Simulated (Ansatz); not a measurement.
The Ansatz input:

```
crystal:
  lattice:
    - [1.9838896584, 1.1453992283, 6.4671923426]
    - [-1.9838896584, 1.1453992283, 6.4671923426]
    - [0.0, -2.2907984566, 6.4671923426]
  atoms:
    - { symbol: Si, position: [1.0000856435, 8.56435e-05, 8.56435e-05] }
    - { symbol: Ge, position: [0.5000462168, 0.5000462168, 0.5000462168] }
    - { symbol: Ge, position: [0.3734068926, 0.3734068926, 0.3734068926] }
    - { symbol: Ge, position: [0.8764612472, 0.8764612472, 0.8764612472] }
kpoints:
  mp_grid: { grid: [8, 8, 8] }
  band_path:
    path:
      - [[0.0, 0.0, 0.0], [-0.5, -0.5, -0.5], [-0.5, -0.1875784445844, -0.8124215554156]]
      - [[-0.1875784445844, 0.1875784445844, -0.5], [1.6136059495e-16, 5.534210556789e-17, -0.5], [0.0, 0.0, 0.0], [2.019787048139e-16, 0.3437892222922, -0.3437892222922]]
      - [[-0.3437892222922, -3.067377470704e-17, -0.6562107777078], [-0.5, -3.067377470704e-17, -0.5], [0.0, 0.0, 0.0]]
    npoints: 10
hamiltonian:
  xc: pbe
scf:
  occupations: { method: fermi_dirac, width: 0.02 }
  n_extra_bands: 5
output:
  forces: true
  stress: true
  eigenvalues: true
```

Launched with:
```bash
ansatz run input.yaml --threads 2 --pin off --max-ram 2211MiB --backend cpu --events-out ev --progress --plain --runs-dir out
```

What does the calculation give for the electronic structure? The path is Γ–T–H2|H0–L–Γ–S0|S2–F–Γ.

The material is gapped. The gap along this path is 0.38 eV and direct: both edges lie at Γ. Two bands meet at the valence-band top at Γ: it is doubly degenerate (spin aside). The next level lies only 0.04 eV lower. The direct gaps are 1.64 eV at T, 3.51 eV at L and 0.39 eV at Γ.

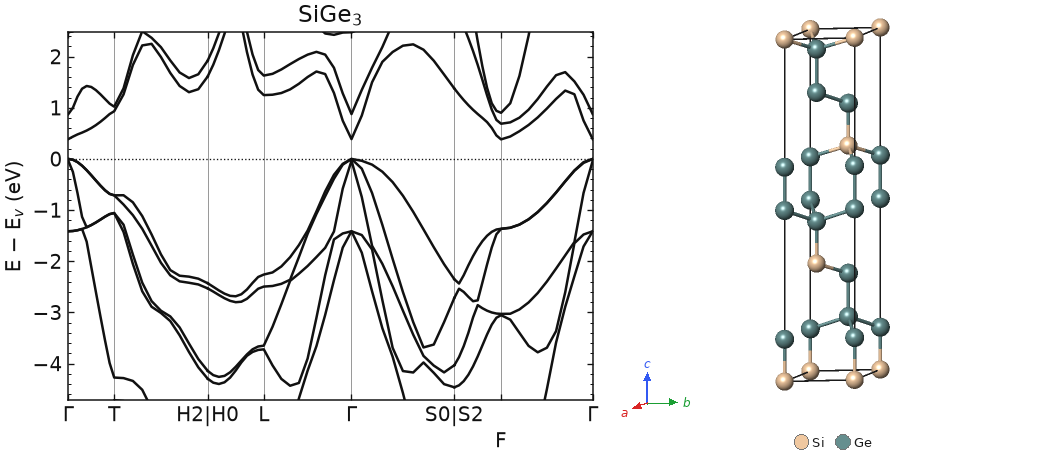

Band structure, beside the structure. Energies are counted from the top of the valence band.
